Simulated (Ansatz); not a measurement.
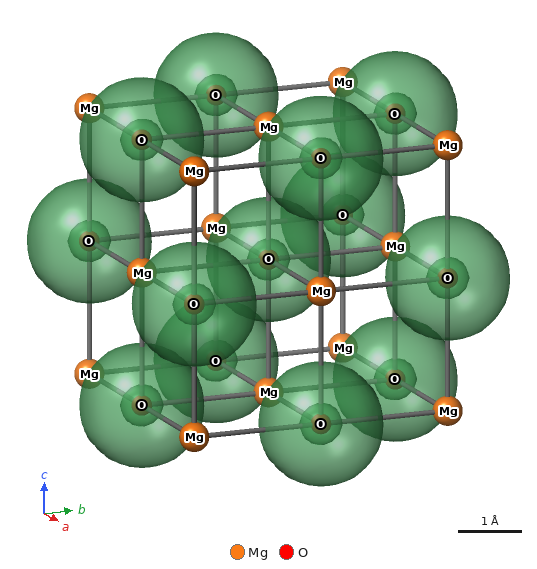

*MgO. Isosurface of the ELF at 0.65 (green), seen slightly off an axis. Only the valence region is drawn (cores and ρ < 0.01 e/Å³ removed). Sticks mark near contacts.*

Space group Fm-3m; computed pressure about −14 GPa in this cell.

Method: Ansatz, DFT, r2SCAN, PAW, plane waves, scalar-relativistic.

Core electrons are frozen (PAW), and the valence fields are smoothed inside the atomic spheres.

Input file:

```
crystal:
  lattice:
    - [0.0, 2.179, 2.179]
    - [2.179, 0.0, 2.179]
    - [2.179, 2.179, 0.0]
  atoms:
    - { symbol: Mg, position: [0.0, 0.0, 0.0] }
    - { symbol: O, position: [0.5, 0.5, 0.5] }
hamiltonian:
  xc: r2scan
  pseudopotentials: { kind: paw }
basis:
  ecutwfc: 500
kpoints:
  mp_grid: { grid: [8, 8, 8] }
scf:
  occupations: { method: gaussian, width: 0.02 }
  lower_state_search: "off"
output:
  forces: true
  stress: true
  write_density: true
  write_potential: true
  elf: true
  volumetric_format: npy
```

Command:

```sh
ansatz run input.yaml --threads 2 --pin off --max-ram 5120MiB --backend cpu --events-out ev --progress --plain --runs-dir out
```

Below, planes, directions and counts refer to the conventional cell (a = 4.36 Å, b = 4.36 Å, c = 4.36 Å, α = 90.00°, β = 90.00°, γ = 90.00°).

### Identify the bonds, lone pairs and shells in this picture.

The surface consists of four regions wrapped around O (the valence shell of each), counted in one cell of 8 atoms. Any copies at cell faces, edges or corners count once. Profiles from the grid: Mg–O (2.18 Å): the ELF peaks at about 0.85 in the valence shell of O, 0.7 Å from its nucleus, and is about 0.35 at the midpoint: a closed-shell, largely ionic contact.

### Does the calculation make it a metal, or give it a gap?

It is gapped, with a Kohn–Sham gap of 4.7 eV on the k-point mesh, an upper bound to the gap of this method.
